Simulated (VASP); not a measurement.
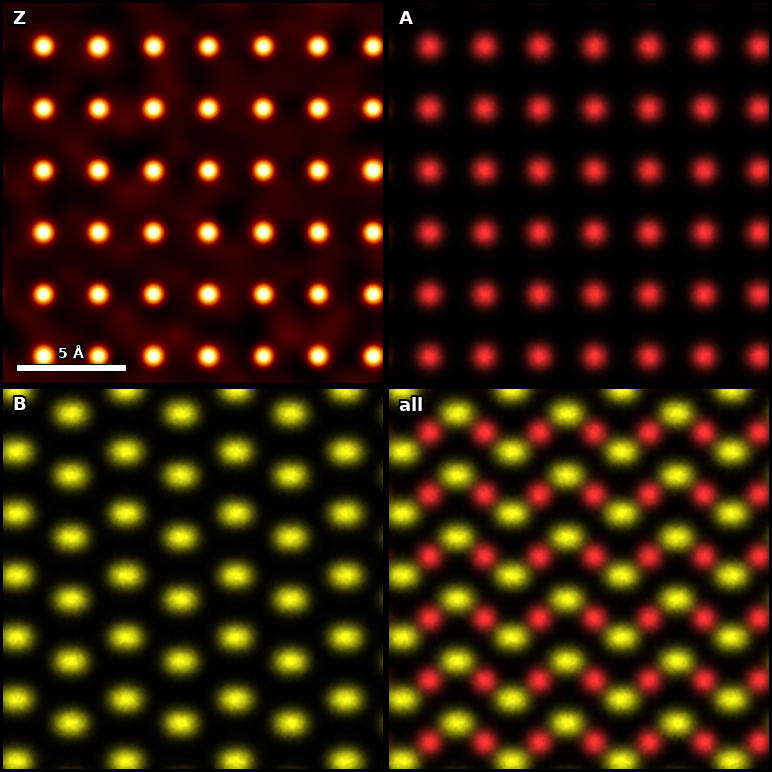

PbO₂ (P4_2/mnm, No. 136) along [101]. Panel Z: Simulation: incoherent imaging, intensity Z^1.6 per atom, probe width 0.72 Å, thin sample. The speckle of an amorphous layer was added. The other panels are simulated element maps (the number of atoms of one element along the beam, blurred by 0.9 Å, with counting noise; each on its own scale, no channelling); the last overlays them. Structure: the end point of a relaxation with VASP, VASP Kohn-Sham DFT of a periodic cell, revPBE with D3, VASP PAW PBE potentials, recommended.

```cif
data_structure
_symmetry_space_group_name_H-M 'P 1'
_symmetry_Int_Tables_number 1
_cell_length_a 5.0498
_cell_length_b 5.0498
_cell_length_c 3.4500
_cell_angle_alpha 90.000
_cell_angle_beta 90.000
_cell_angle_gamma 90.000
_cell_volume 87.98
loop_
_atom_site_label
_atom_site_type_symbol
_atom_site_fract_x
_atom_site_fract_y
_atom_site_fract_z
_atom_site_occupancy
Pb1 Pb 0.50000 0.50000 0.50000 1
Pb2 Pb 0.00000 0.00000 0.00000 1
O1 O 0.69275 0.69275 0.00000 1
O2 O 0.80725 0.19275 0.50000 1
O3 O 0.19275 0.80725 0.50000 1
O4 O 0.30725 0.30725 0.00000 1
```

Which element does each lettered map show?

Answer. A: Pb, B: O. The projected cell (2.85 × 5.05 Å, 90°) holds 6 columns: 4 of O and 2 of Pb. No column is shared by two of the mapped elements.
